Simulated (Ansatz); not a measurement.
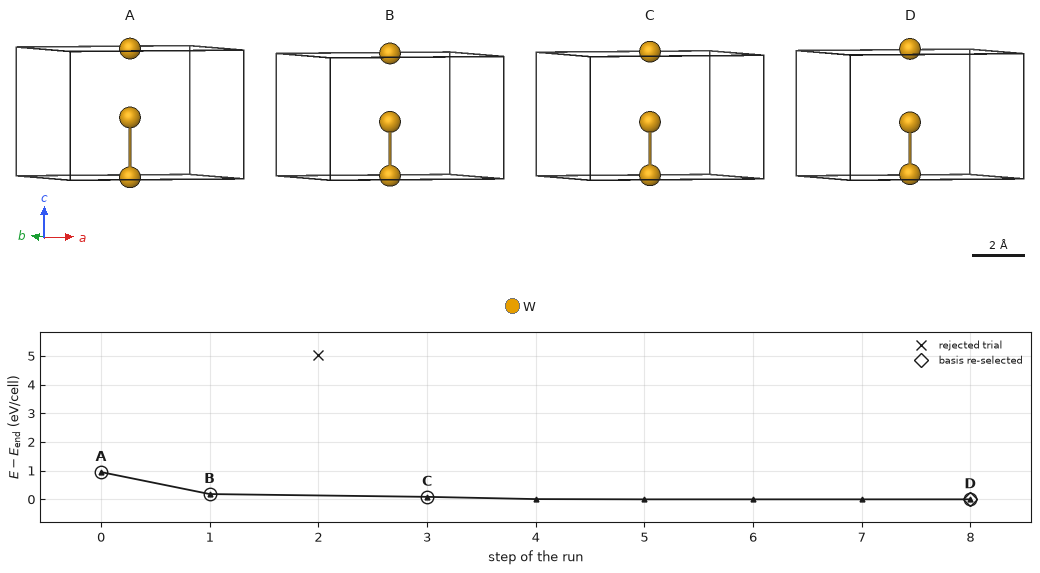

Frames of a relaxation of a wire of composition W, marked on the history of the run. A ball-and-stick model of the cell of the calculation, with the vacuum cut short, seen from a free direction.

Case: dimerised chain of atoms.

Computed with DFT PBE, scalar-relativistic, plane waves, PAW in Ansatz 0.2.0.

Input
```yaml
crystal:
  lattice:
    - [9.0, 0.0, 0.0]
    - [0.0, 9.3, 0.0]
    - [0.0, 0.0, 4.9626717081]
  atoms:
    - { symbol: W, position: [0.5, 0.5, 0.0], spin: 1.5 }
    - { symbol: W, position: [0.5, 0.5, 0.465], spin: 1.5 }
basis:
  ecutwfc: 420
kpoints:
  mp_grid: { grid: [1, 1, 13] }
hamiltonian:
  xc: pbe
scf:
  occupations: { method: gaussian, width: 0.05 }
output:
  forces: true
  stress: true
  eigenvalues: true
  populations: true
  write_density: true
  write_potential: true
  elf: true
  volumetric_format: npy
magnetization:
  spin_polarized: true
relax:
  adjacent_minimum: "off"
  f_tol: 0.01
  max_steps: 45
  cell: { fix: [a, b, alpha, beta, gamma], stress_tol: 0.03 }
```

Launched with:
```bash
ansatz run input.yaml --threads 2 --pin off --max-ram 5120MiB --backend cpu --events-out ev --progress --plain --runs-dir out
```

Q: What happens along the run?

A: The largest moves relative to the layer's centre, 0.12 Å, are those of W1 and W2. Along the periodic axis the drawn cell goes c 4.963 → 4.827 Å (−2.7 %). Among the contacts that change: W1–W2 2.308 → 1.999 Å, W1–W2 (another image) 2.655 → 2.828 Å. After 6 accepted moves (8 points after the start) the energy has fallen by 0.951 eV per cell of the calculation. The largest force component goes from 3 to 0.0011 eV/Å. The line search rejected the trial step at point 2 of the run. At 1 point the geometry stayed and the basis and grid were re-selected for the new cell (energy shift of 0.3 meV per cell of the calculation at most each time). The program noted that the starting moments weren't kept. From step 0 to 1: W atoms move most (0.06 Å), energy −0.766 eV per cell of the calculation. From step 1 to 3: W atoms move most (0.02 Å), energy −97.4 meV per cell of the calculation. From step 3 to 8: W atoms move most (0.04 Å), energy −86.8 meV per cell of the calculation.

```
step  E − E(0), meV/atom  largest force component, eV/Å                      note
   0                0.00                         2.9980                          
   1             -383.19                         3.1803                          
   2             2043.73                        42.6597                  rejected
   3             -431.88                         2.3966                          
   4             -470.92                         0.8964                          
   5             -475.38                         0.0250                          
   6             -475.43                         0.0101                          
   7             -475.44                         0.0003                          
   8             -475.29                         0.0011  same geometry, new basis
```

Limits of the set-up: the k-point mesh is coarse for a cell with partly filled bands.
